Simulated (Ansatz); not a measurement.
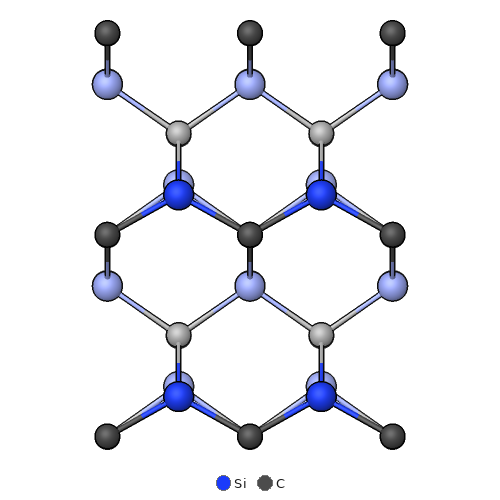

The system is H on a SiC(110) slab cut from the F-43m phase, its upper half relaxed before the scan (32 atoms of substrate and one adsorbate in a 2 × 2 cell); the picture shows it without the atoms that are moved over the map. H is moved over the surface cell at a fixed height above a rigid substrate; the origin of the map has the adsorbate above C29; the height is held at 3.10 Å. Places are given modulo a cell vector. The map is drawn in real space over the plane of the surface. The scan uses a 4 × 4 grid; 12 points were computed and 4 follow by symmetry. Places are given in fractions of the 1 × 1 surface cell. Energies: meV, counted from the lowest grid point. At a fixed height the lowest place need not be the adsorption site. The calculation used DFT PBE+D3(BJ), scalar-relativistic, plane waves, PAW (Ansatz 0.2.0). Settings: cutoff 420 eV, k-mesh 5×3×1, gaussian smearing 0.05 eV, spin-polarised.

Range: position of H33 along the first surface vector from 0.00 to 0.75; position of H33 along the second surface vector from 0.00 to 0.75.

What will the energy surface look like?

The lowest grid point is at (2/4, 2/4) of the cell vectors [nearest 1 Si at 3.60 Å]. The highest grid point, the top site over a surface C atom, (0/4, 0/4) of the cell vectors, lies 13.0 meV above the lowest. At the lowest point the adsorbate has 1 Si at 3.60 Å as nearest neighbours, at the highest 1 C at 3.10 Å.

| second ↓, first → | 0/4 | 1/4 | 2/4 | 3/4 |
| --- | --- | --- | --- | --- |
| 3/4 | 9.6 | 8.4 | 7.1 | 8.4 |
| 2/4 | 5.1 | 2.5 | 0.0 | 2.5 |
| 1/4 | 9.7 | 5.1 | 0.4 | 5.1 |
| 0/4 | 13.0 | 10.7 | 8.2 | 10.7 |

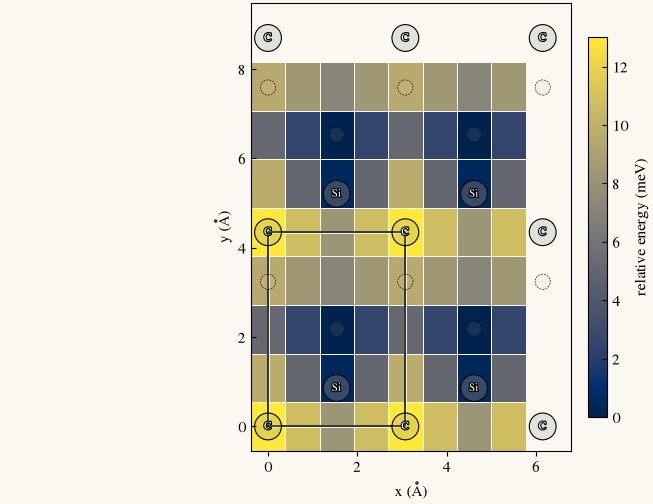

Drawn: one coloured cell a grid point, labelled circles for the atoms of the top layer and small ones for the second layer, the outline of one cell of the 2 × 2 shown.

Time for the 12 points that were run: 20 min on 4 threads of Arm Neoverse V1, with other jobs on the host.

PAW datasets: the set soft_1.
